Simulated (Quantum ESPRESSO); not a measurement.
# GaP (F-43m): modes at Γ and the response to a field, part 2 of 5

Which modes does GaP (F-43m) have at the zone centre?

Quantum ESPRESSO 7.5; DFT PBE, scalar-relativistic, plane waves, GBRV ultrasoft pseudopotentials.

So far, gap on the k-mesh (eV): step 2 (a probe with smearing) 1.66; step 3 (relaxing the cell and atoms) 1.59.

## 5. Linear response at Γ

At q = 0 one unit cell holds all displacements; symmetry groups them into irreducible representations that are solved one by one. The response to a field gives ε∞ and the Born charges, which polar modes need.

Contents of ph.in:

```
phonons
&INPUTPH
  prefix = 'x'
  outdir = './tmp'
  fildyn = 'g.dyn'
  tr2_ph = 1.0d-18
  epsil  = .true.
/
0.000000000000 0.000000000000 0.000000000000
```

Command:

```console
OMP_NUM_THREADS=1 mpirun -n 4 ph.x -nk 4 -in ph.in > ph.out
```

Output:

```text
[banners, grids, parts of the stress and lines that vanish by symmetry left out]
[banner, memory and clock lines left out]
Program PHONON v.7.5

     ./tmp/x.save/

     IMPORTANT: XC functional enforced from input :
     Exchange-correlation= PBE
                           (   1   4   3   4   0   0   0)
     Any further DFT definition will be discarded
     Please, verify this is what you really want

     G-vector sticks info

     Reading collected, re-writing distributed wavefunctions in ./tmp/

     Number and degeneracy of irreps per q-point
       N         xq(1)         xq(2)         xq(3)   N irreps
       1   0.000000000   0.000000000   0.000000000       2
        3   3

     Calculation of q =    0.0000000   0.0000000   0.0000000

     phonons

     bravais-lattice index     =            2
     lattice parameter (alat)  =      10.3972  a.u.
     unit-cell volume          =     280.9867 (a.u.)^3
     number of atoms/cell      =            2
     number of atomic types    =            2
     kinetic-energy cut-off    =      55.0000  Ry
     charge density cut-off    =     440.0000  Ry
     convergence threshold     =      1.0E-18
     beta                      =       0.7000
     number of iterations used =            4
     Exchange-correlation= PBE
                           (   1   4   3   4   0   0   0)

     celldm(1)=   10.39717  celldm(2)=    0.00000  celldm(3)=    0.00000
     celldm(4)=    0.00000  celldm(5)=    0.00000  celldm(6)=    0.00000

     crystal axes: (cart. coord. in units of alat)
               a(1) = ( -0.5000  0.0000  0.5000 )
               a(2) = (  0.0000  0.5000  0.5000 )
               a(3) = ( -0.5000  0.5000  0.0000 )

     reciprocal axes: (cart. coord. in units 2 pi/alat)
               b(1) = ( -1.0000 -1.0000  1.0000 )
               b(2) = (  1.0000  1.0000  1.0000 )
               b(3) = ( -1.0000  1.0000 -1.0000 )

     Atoms inside the unit cell:

     Cartesian axes

     site n.  atom      mass           positions (alat units)
        1  Ga     69.7230   tau(    1) = (    0.00000    0.00000    0.00000  )
        2  P      30.9738   tau(    2) = (   -0.25000    0.25000    0.25000  )

     Computing dynamical matrix for
                    q = (   0.0000000   0.0000000   0.0000000 )

     25 Sym.Ops. (with q -> -q+G )

     G cutoff = 1204.8236  (  43895 G-vectors)     FFT grid: ( 50, 50, 50)
     G cutoff =  602.4118  (  15473 G-vectors)  smooth grid: ( 36, 36, 36)
     number of k points=    29
                       cart. coord. in units 2pi/alat
        k(    1) = (   0.0000000   0.0000000   0.0000000), wk =   0.0039062
        k(    2) = (  -0.1250000   0.1250000  -0.1250000), wk =   0.0312500
        k(    3) = (  -0.2500000   0.2500000  -0.2500000), wk =   0.0312500
        [... further k-points left out ...]

     PseudoPot. # 1 for Ga read from file:
     ./pseudo/Ga.upf
     Pseudo is Ultrasoft + core correction, Zval = 19.0
     Using radial grid of  871 points,  6 beta functions with:
                l(1) =   0
                l(2) =   0
                l(3) =   1
                l(4) =   1
                l(5) =   2
                l(6) =   2
     Q(r) pseudized with  8 coefficients,  rinner =    1.250   1.250   1.250
                                                       1.250   1.250

     PseudoPot. # 2 for P  read from file:
     ./pseudo/P.upf
     Pseudo is Ultrasoft + core correction, Zval =  5.0
     Using radial grid of  903 points,  6 beta functions with:
                l(1) =   0
                l(2) =   0
                l(3) =   1
                l(4) =   1
                l(5) =   2
                l(6) =   2
     Q(r) pseudized with  8 coefficients,  rinner =    1.300   1.300   1.300
                                                       1.300   1.300

     Mode symmetry, T_d (-43m)  point group:

     Electric field:
     Dielectric constant
     Born effective charges as d Force / d E

     Atomic displacements:
     There are    2 irreducible representations

     Representation     1      3 modes -  To be done

     Representation     2      3 modes -  To be done

     Alpha used in Ewald sum =   2.8000

     Electric Fields Calculation

      iter #   1   av.it.:   8.4
      thresh= 1.000E-02 alpha_mix =  0.700 |ddv_scf|^2 =  5.187E-08

      iter #   2   av.it.:  20.8
      thresh= 2.277E-05 alpha_mix =  0.700 |ddv_scf|^2 =  4.849E-09

      iter #   3   av.it.:  19.3
      thresh= 6.964E-06 alpha_mix =  0.700 |ddv_scf|^2 =  2.533E-10

      iter #   4   av.it.:  20.7
      thresh= 1.592E-06 alpha_mix =  0.700 |ddv_scf|^2 =  2.078E-12

      iter #   5   av.it.:  21.7
      thresh= 1.441E-07 alpha_mix =  0.700 |ddv_scf|^2 =  2.808E-14

      iter #   6   av.it.:  21.5
      thresh= 1.676E-08 alpha_mix =  0.700 |ddv_scf|^2 =  7.528E-16

      iter #   7   av.it.:  21.2
      thresh= 2.744E-09 alpha_mix =  0.700 |ddv_scf|^2 =  4.651E-17

      iter #   8   av.it.:  20.7
      thresh= 6.820E-10 alpha_mix =  0.700 |ddv_scf|^2 =  3.561E-19

     End of electric fields calculation

          Dielectric constant in cartesian axis

          (      11.576594870      -0.000000000      -0.000000000 )
          (      -0.000000000      11.576594870      -0.000000000 )
          (      -0.000000000       0.000000000      11.576594870 )

          Effective charges (d Force / dE) in cartesian axis without acoustic sum rule applied (asr)

           atom    1  Ga    Mean Z*:        2.19472
      Ex  (        2.19472        0.00000       -0.00000 )
      Ey  (       -0.00000        2.19472       -0.00000 )
      Ez  (       -0.00000       -0.00000        2.19472 )
           atom    2  P     Mean Z*:       -2.30889
      Ex  (       -2.30889        0.00000       -0.00000 )
      Ey  (        0.00000       -2.30889        0.00000 )
      Ez  (       -0.00000        0.00000       -2.30889 )

          Effective charges Sum: Mean:       -0.11417
             -0.11417       -0.00000       -0.00000
              0.00000       -0.11417       -0.00000
             -0.00000       -0.00000       -0.11417

          Effective charges (d Force / dE) in cartesian axis with asr applied:
           atom    1  Ga    Mean Z*:        2.25180
      E*x (        2.25180        0.00000       -0.00000 )
      E*y (       -0.00000        2.25180       -0.00000 )
      E*z (       -0.00000       -0.00000        2.25180 )
           atom    2  P     Mean Z*:       -2.25180
      E*x (       -2.25180       -0.00000        0.00000 )
      E*y (        0.00000       -2.25180        0.00000 )
      E*z (        0.00000        0.00000       -2.25180 )

     Representation #   1 modes #   1   2   3

     Self-consistent Calculation

      iter #   1   av.it.:   7.3
      thresh= 1.000E-02 alpha_mix =  0.700 |ddv_scf|^2 =  3.029E-08

      iter #   2   av.it.:  21.6
      thresh= 1.740E-05 alpha_mix =  0.700 |ddv_scf|^2 =  2.148E-09

      iter #   3   av.it.:  20.6
      thresh= 4.635E-06 alpha_mix =  0.700 |ddv_scf|^2 =  6.660E-11

      iter #   4   av.it.:  20.9
      thresh= 8.161E-07 alpha_mix =  0.700 |ddv_scf|^2 =  1.351E-13

      iter #   5   av.it.:  22.4
      thresh= 3.675E-08 alpha_mix =  0.700 |ddv_scf|^2 =  7.739E-15

      iter #   6   av.it.:  21.9
      thresh= 8.797E-09 alpha_mix =  0.700 |ddv_scf|^2 =  9.845E-17

[...]
End of self-consistent calculation

     Convergence has been achieved

     Representation #   2 modes #   4   5   6

     Self-consistent Calculation

[...]
iter #   3   av.it.:  23.4
      thresh= 2.505E-05 alpha_mix =  0.700 |ddv_scf|^2 =  1.855E-09

      iter #   4   av.it.:  24.1
      thresh= 4.307E-06 alpha_mix =  0.700 |ddv_scf|^2 =  2.658E-11

      iter #   5   av.it.:  21.9
      thresh= 5.155E-07 alpha_mix =  0.700 |ddv_scf|^2 =  2.834E-12

      iter #   6   av.it.:  21.4
      thresh= 1.683E-07 alpha_mix =  0.700 |ddv_scf|^2 =  3.536E-14

      iter #   7   av.it.:  21.7
      thresh= 1.881E-08 alpha_mix =  0.700 |ddv_scf|^2 =  2.240E-15

      iter #   8   av.it.:  22.4
      thresh= 4.733E-09 alpha_mix =  0.700 |ddv_scf|^2 =  3.464E-17

      iter #   9   av.it.:  22.5
      thresh= 5.885E-10 alpha_mix =  0.700 |ddv_scf|^2 =  2.580E-19

     End of self-consistent calculation

     Convergence has been achieved

     Number of q in the star =    1
     List of q in the star:
          1   0.000000000   0.000000000   0.000000000

          Dielectric constant in cartesian axis

          (      11.576594870      -0.000000000      -0.000000000 )
          (      -0.000000000      11.576594870      -0.000000000 )
          (      -0.000000000       0.000000000      11.576594870 )

          Effective charges (d Force / dE) in cartesian axis without acoustic sum rule applied (asr)

           atom    1  Ga    Mean Z*:        2.19472
      Ex  (        2.19472        0.00000       -0.00000 )
      Ey  (       -0.00000        2.19472       -0.00000 )
      Ez  (       -0.00000       -0.00000        2.19472 )
           atom    2  P     Mean Z*:       -2.30889
      Ex  (       -2.30889        0.00000       -0.00000 )
      Ey  (        0.00000       -2.30889        0.00000 )
      Ez  (       -0.00000        0.00000       -2.30889 )

          Effective charges Sum: Mean:       -0.11417
             -0.11417       -0.00000       -0.00000
              0.00000       -0.11417       -0.00000
             -0.00000       -0.00000       -0.11417

          Effective charges (d Force / dE) in cartesian axis with asr applied:
           atom    1  Ga    Mean Z*:        2.25180
      E*x (        2.25180        0.00000       -0.00000 )
      E*y (       -0.00000        2.25180       -0.00000 )
      E*z (       -0.00000       -0.00000        2.25180 )
           atom    2  P     Mean Z*:       -2.25180
      E*x (       -2.25180       -0.00000        0.00000 )
      E*y (        0.00000       -2.25180        0.00000 )
      E*z (        0.00000        0.00000       -2.25180 )

     Diagonalizing the dynamical matrix

     q = (    0.000000000   0.000000000   0.000000000 )

 **************************************************************************
     freq (    1) =       0.093155 [THz] =       3.107311 [cm-1]
     freq (    2) =       0.093155 [THz] =       3.107311 [cm-1]
     freq (    3) =       0.093155 [THz] =       3.107311 [cm-1]
     freq (    4) =      10.356106 [THz] =     345.442514 [cm-1]
     freq (    5) =      10.356106 [THz] =     345.442514 [cm-1]
     freq (    6) =      10.356106 [THz] =     345.442514 [cm-1]
 **************************************************************************

     Mode symmetry, T_d (-43m)  point group:

     freq (   1-   3) =          3.1  [cm-1]   --> T_2  G_15 P_4   I+R
     freq (   4-   6) =        345.4  [cm-1]   --> T_2  G_15 P_4   I+R
```

It took 2.1 min on 4 MPI ranks of Intel Xeon Platinum 8375C at 2.90GHz (Ice Lake), shared host; 8.4 min of CPU time.

This step gave:

```
miss of the charge sum rule                                       : 0.1142 e
largest acoustic frequency at the zone centre before the sum rule : 3.11 cm⁻¹
highest optical zone-centre mode (no LO-TO term)                  : 345.4 cm⁻¹
lowest optical zone-centre mode                                   : 345.4 cm⁻¹
mean high-frequency dielectric constant                           : 11.58
largest Born charge in size (third of the trace)                  : 2.309 e
```

Born charge (rows field, columns displacement), before the sum rule (e), principal values of the symmetric part by kind of site:

```tsv
atom	atoms with these values	low	middle	high	mean
Ga1	1	2.19	2.19	2.19	2.19
P2	1	-2.31	-2.31	-2.31	-2.31
```

In full for Ga1:

```
2.19 0.00 0.00
0.00 2.19 0.00
0.00 0.00 2.19
```

High-frequency dielectric tensor:

```
11.58  0.00  0.00
 0.00 11.58  0.00
 0.00  0.00 11.58
```

The acoustic modes at Γ come out as far as 3.1 cm⁻¹ from zero, where they should vanish, a small numerical error; the Born charges miss their sum rule by 0.11 e, too much: mesh or cutoff is short for the field response.

## 6. Zone-centre analysis

A rigid shift of the crystal must cost nothing, but grids and finite bases break this; the acoustic sum rule is imposed before the matrix is diagonalised again. With Born charges the intensities follow, and the static dielectric tensor.

Contents of dynmat.in:

```
&INPUT
  fildyn = 'g.dyn'
  asr    = 'simple'
  fileig = 'dynmat.eig'
  lperm  = .true.
/
```

Command:

```console
dynmat.x -in dynmat.in > dynmat.out
```

Output:

```text
[banner, memory and clock lines left out]
Program DYNMAT v.7.5

     Reading Dynamical Matrix from file g.dyn
     ...Force constants read
     ...epsilon and Z* read
     A direction for q was not specified:TO-LO splitting will be absent

     Polarizability (A^3 units)
     multiply by 0.220969 for Clausius-Mossotti correction
        35.044932   -0.000000   -0.000000
        -0.000000   35.044932    0.000000
        -0.000000   -0.000000   35.044932

     IR activities are in (D/A)^2/amu units

# mode   [cm-1]    [THz]      IR
    1     -0.00   -0.0000    0.0000
    2      0.00    0.0000    0.0000
    3      0.00    0.0000    0.0000
    4    345.44   10.3560    5.4547
    5    345.44   10.3560    5.4547
    6    345.44   10.3560    5.4547

Electronic dielectric permittivity tensor (relative, adimensional)
        11.576595   -0.000000   -0.000000
        -0.000000   11.576595    0.000000
        -0.000000   -0.000000   11.576595

 ... with zone-center polar mode contributions
        13.918119    0.000000    0.000000
         0.000000   13.918119   -0.000000
         0.000000   -0.000000   13.918119
```

It took 0.57 s on 1 thread.

This step gave:

* mean static dielectric constant: 13.92

Unit eigenvectors of the mass-weighted matrix after the sum rule; no LO-TO term. Modes at Γ, with each element's share of the kinetic energy:

```tsv
mode	frequency (cm⁻¹)	symmetry	Ga %	P %
1	0.0	acoustic	69	31
2	0.0	acoustic	69	31
3	0.0	acoustic	69	31
4	345.4	T2	31	69
5	345.4	T2	31	69
6	345.4	T2	31	69
```

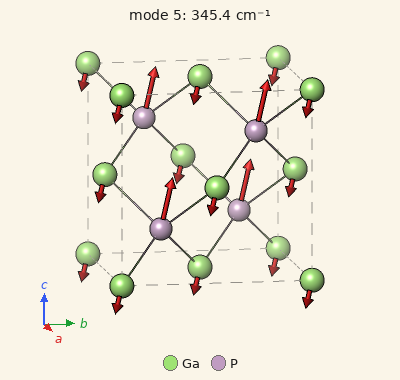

Displacement patterns of mode 5 at Γ; arrows are exaggerated. Bonds to atoms that aren't drawn are left out. Some periodic images of atoms are drawn too.

Degenerate modes summed, no LO-TO term. Lines of the infrared spectrum (strongest = 100):

```tsv
position (cm⁻¹)	lines merged	label	IR intensity, relative
345	3	T2	100
```

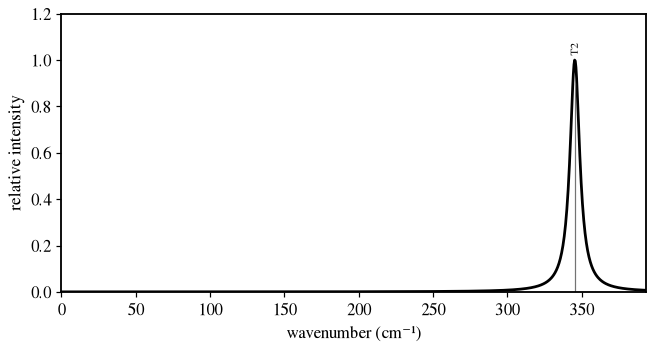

The infrared spectrum, broadened with Lorentzians of width 8 cm⁻¹; bars mark the lines.

Static dielectric tensor (ions relaxed, fixed cell):

```
13.92  0.00  0.00
 0.00 13.92  0.00
 0.00  0.00 13.92
```

The rule moves no optical mode by more than 0.1 cm⁻¹.

(Continued in part 3 of 5.)

[Host names and launcher messages were left out of these logs when they were recorded.]

[Logs are printed without paths, hosts, clocks, repeated set-up lines and the standing remarks that a program may print on its own settings, such as how far it seeks lower states.]

[Hosts, paths, dates, database ids (printed as entryN), source tags and the programs' standing remarks are cut or masked in the printed files.]
